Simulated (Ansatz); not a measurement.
## Energy of Eu along an even scaling of the cell

System: Eu (1 atom in the cell).
Method: Kohn-Sham DFT of a periodic cell, PBE, all-electron LAPW, scalar-relativistic, spin-polarised (Ansatz 0.2.0).

The 7 runs differ only in the geometry, by an even scaling of the cell at fixed fractional positions. The structure derives from an entry of the Crystallography Open Database.

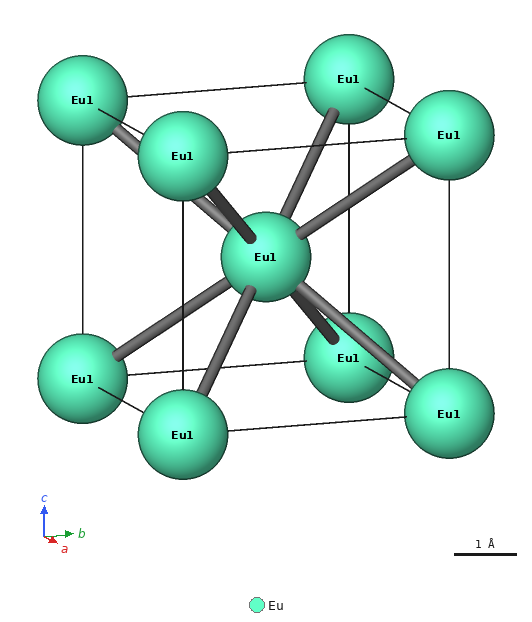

Figure 1. The structure of run 4 (ball-and-stick view of the cell 2 times as large as that of the calculation, set on its symmetry axes, seen slightly off an axis; atoms are numbered from 1 in the order of the input).

### Input of run 4
```yaml
crystal:
  lattice:
    - [-2.303, 2.303, 2.303]
    - [2.303, -2.303, 2.303]
    - [2.303, 2.303, -2.303]
  atoms:
    - { symbol: Eu, position: [0.0, 0.0, 0.0], spin: 7.0 }
kpoints:
  mp_grid: { grid: [8, 8, 8] }
scf:
  occupations: { method: fermi_dirac, width: 0.05 }
hamiltonian:
  xc: pbe
  pseudopotentials: { kind: all_electron, lapw: { basis_error: 0.0005 } }
magnetization:
  spin_polarized: true
output:
  forces: true
  stress: true
  eigenvalues: true
```

Command:
```bash
ansatz run input.yaml --threads 2 --pin off --max-ram 5120MiB --backend cpu --events-out ev --progress --plain --runs-dir out
```

Run 5 differs from it as follows:
```diff
-    - [-2.303, 2.303, 2.303]
-    - [2.303, -2.303, 2.303]
-    - [2.303, 2.303, -2.303]
+    - [-2.3182521001, 2.3182521001, 2.3182521001]
+    - [2.3182521001, -2.3182521001, 2.3182521001]
+    - [2.3182521001, 2.3182521001, -2.3182521001]
```

### Results, with one run withheld

```tsv
run	volume per atom (Å³)	free energy per atom, from the lowest run given (meV)	pressure (GPa)
1	45.927	0.00	−0.99
2	46.904	6.67	−1.19
3	47.882	14.46	−1.36
4	48.859	23.30	−1.53
5	49.836	?	?
6	50.813	43.84	−1.83
7	51.790	55.42	−1.96
```

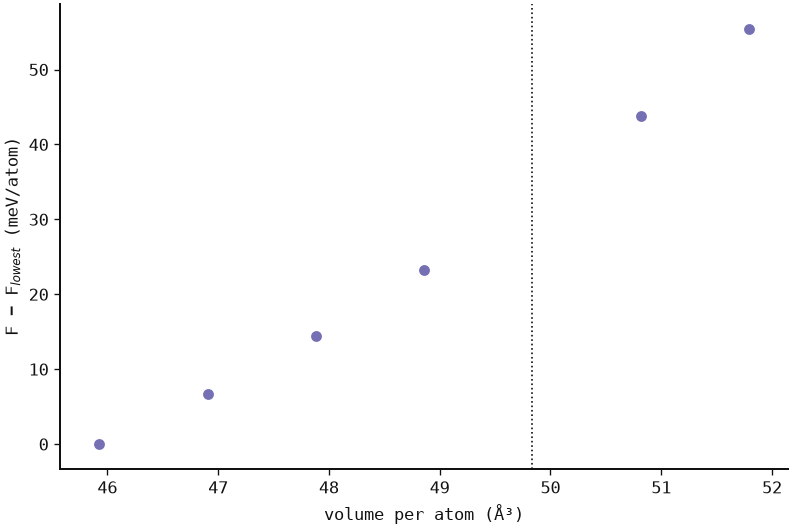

Figure 2. Free energy per atom of the runs given; the dotted line marks run 5.

Estimate the energy of run 5 from the others.

A cubic polynomial in V^(−2/3) (the Birch–Murnaghan form), fitted to the 6 runs given, misses them by under 0.01 meV per atom. With x = V^(−2/3) − 0.07506 Å⁻², it reads F = 21.119 − 9054 x + 6.4282e+05 x² − 7.637e+06 x³ (meV per atom). At run 5 it gives 33.11 meV per atom, and the run itself gives 33.11. The slope of the fit gives a pressure −dF/dV of −1.69 GPa there, and the run prints −1.69 GPa. The fit has no minimum inside this range.

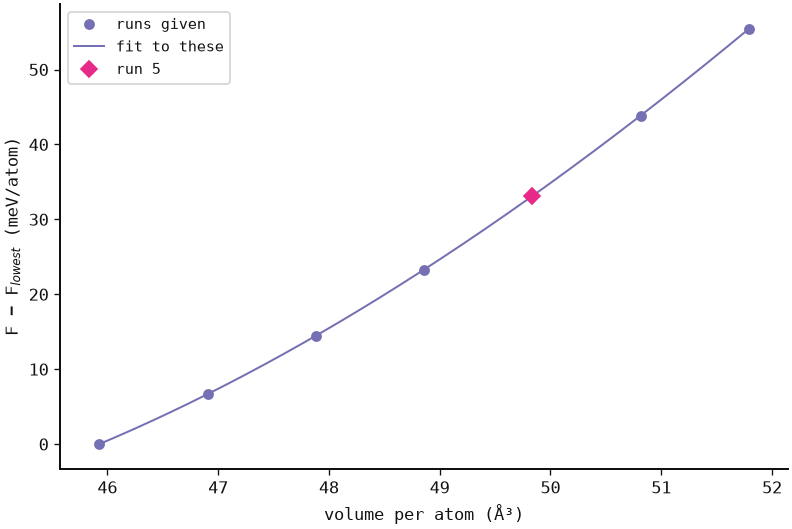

Figure 3. The fit and the withheld run.

### Output, shortened to warnings, some set-up lines, iterations and results (run 5)
```
Basis set: ecut = 166.46651191908995 eV, 225 PW (Γ), exchange–correlation at level 2
Symmetry: 48 space group operations
k-points: 29 of 512
Initial density: superposition of atomic densities (chi_scale 0.1, normalization cell)
[...]
SCF iter   1: F=—  HF=-295071.241895 eV  |F-HF|=—  |Δ(HF+E_count)|=         —  Δρ=2.94e-3 (↑2.94e-3 ↓2.17e-3)  dr2=1.31e-2  dr2_m=1.14e-3  M=7.150 μB ∫|m|=7.150 μB  β_m=0.30  …
SCF iter   2: F=—  HF=-295071.242379 eV  |F-HF|=—  |Δ(HF+E_count)|=   4.84e-4  Δρ=2.43e-3 (↑2.43e-3 ↓1.89e-3)  dr2=8.77e-3  dr2_m=9.43e-4  M=7.183 μB ∫|m|=7.184 μB  β_m=0.65  …
SCF iter   3: F=—  HF=-295071.253550 eV  |F-HF|=—  |Δ(HF+E_count)|=   1.12e-2  Δρ=1.57e-3 (↑1.57e-3 ↓1.13e-3)  dr2=4.00e-3  dr2_m=3.55e-4  M=7.243 μB ∫|m|=7.243 μB  β_m=0.62  …
SCF iter   4: F=—  HF=-295071.254556 eV  |F-HF|=—  |Δ(HF+E_count)|=   1.01e-3  Δρ=8.73e-4 (↑8.73e-4 ↓7.55e-4)  dr2=1.18e-3  dr2_m=1.73e-4  M=7.297 μB ∫|m|=7.297 μB  β_m=0.81  …
SCF iter   5: F=—  HF=-295071.256643 eV  |F-HF|=—  |Δ(HF+E_count)|=         —  Δρ=3.91e-4 (↑3.91e-4 ↓3.46e-4)  dr2=2.58e-4  dr2_m=3.67e-5  M=7.341 μB ∫|m|=7.341 μB  β_m=0.90  …
SCF iter   6: F=—  HF=-295071.257078 eV  |F-HF|=—  |Δ(HF+E_count)|=   4.35e-4  Δρ=6.27e-5 (↑6.27e-5 ↓5.62e-5)  dr2=1.26e-5  dr2_m=2.76e-7  M=7.373 μB ∫|m|=7.373 μB  β_m=0.95  …
SCF iter   7: F=—  HF=-295071.257087 eV  |F-HF|=—  |Δ(HF+E_count)|=   9.15e-6  Δρ=3.13e-5 (↑3.13e-5 ↓2.65e-5)  dr2=3.34e-6  dr2_m=3.19e-8  M=7.375 μB ∫|m|=7.375 μB  β_m=0.98  …
SCF iter   8: F=—  HF=-295071.257090 eV  |F-HF|=—  |Δ(HF+E_count)|=   2.71e-6  Δρ=5.89e-6 (↑5.89e-6 ↓5.69e-6)  dr2=1.44e-7  dr2_m=2.34e-10  M=7.377 μB ∫|m|=7.377 μB  β_m=0.98 …
SCF iter   9: F=—  HF=-295071.257090 eV  |F-HF|=—  |Δ(HF+E_count)|=   9.67e-8  Δρ=2.30e-6 (↑2.21e-6 ↓2.30e-6)  dr2=3.28e-9  dr2_m=1.82e-9  M=7.377 μB ∫|m|=7.377 μB  β_m=0.99  …
SCF iter  10: F=-295071.257090 eV  HF=-295071.257090 eV  |F-HF|=6.98e-10  |Δ(HF+E_count)|=   2.87e-8  Δρ=7.97e-7 (↑6.31e-7 ↓7.97e-7)  dr2=1.66e-9  dr2_m=1.98e-11  M=7.377 μB …
SCF 1 converged in 10 iterations: F = -295071.257090 eV  dr2 = 1.66e-9
SCF converged after 10 iterations
Magnetization: 7.3769 μB (17.1884 up, 9.8116 down)
Absolute magnetization: 7.3770 μB (∫|ρ↑−ρ↓|)
Spin contamination: 0.0045 ħ² per cell (⟨S²⟩ above its minimum at these occupations)
Per-site moments (μB) at R_I (Å): [(7.198449028455681, 2.007665181146671)]
Free energy (F): -295071.257090 eV
Harris-Foulkes:  -295071.257090 eV  (|F-HF|=6.98e-10)
Internal energy: -295071.243673 eV  (E = F + TS)
E sigma→0 (E₀):  -295071.250382 eV
Entropy (-TS):   -0.013416 eV (-13.416 meV/atom)
Fermi energy:    8.973432 eV
--- Per-component energies (eV) ---
  E_band       = -1259.484117
  E_kinetic    = 319880.488796
  E_xc         = -6620.988609
  E_electrostatic = -608330.743861  (all electrons and nuclei)
  E_smearing   = -0.013416  (= −TS)
  E_closure    = 0.000000  (closes the sum)
  E_atoms      = -295061.013932  (free atoms, spherical and without spin; not in F)
  Σ components = -295071.257090   (vs F -295071.257090, Δ=0.00e0)
  Basis errors (estimates in eV, not in F): energy 2.9e-5 per atom: plane waves 8.8e-6 (4.6e-6 summed), levels above the bands 5.7e-29, relativity 1.2e-7, radial functions 2.0e-5, core shells 1.9e-8; eigenvalues (radial functions only) 5.4e-7; not estimated: angular momenta, meshes, grids; target …
--- Forces (eV/Å), atoms counted from 1 ---
  atom   1  Eu    -0.00000000     0.00000000     0.00000000
  max |Σ_I F_I| component: 5.26e-31 eV/Å
--- Stress (GPa, compression-positive) ---
       -1.685456       0.000000      -0.000000
        0.000000      -1.685456      -0.000000
       -0.000000      -0.000000      -1.685456
  P = ⅓ Tr σ = -1.6855 GPa (-16.855 kbar)
```

Notes: Points of doubt noted for this run: open f shell may end high.
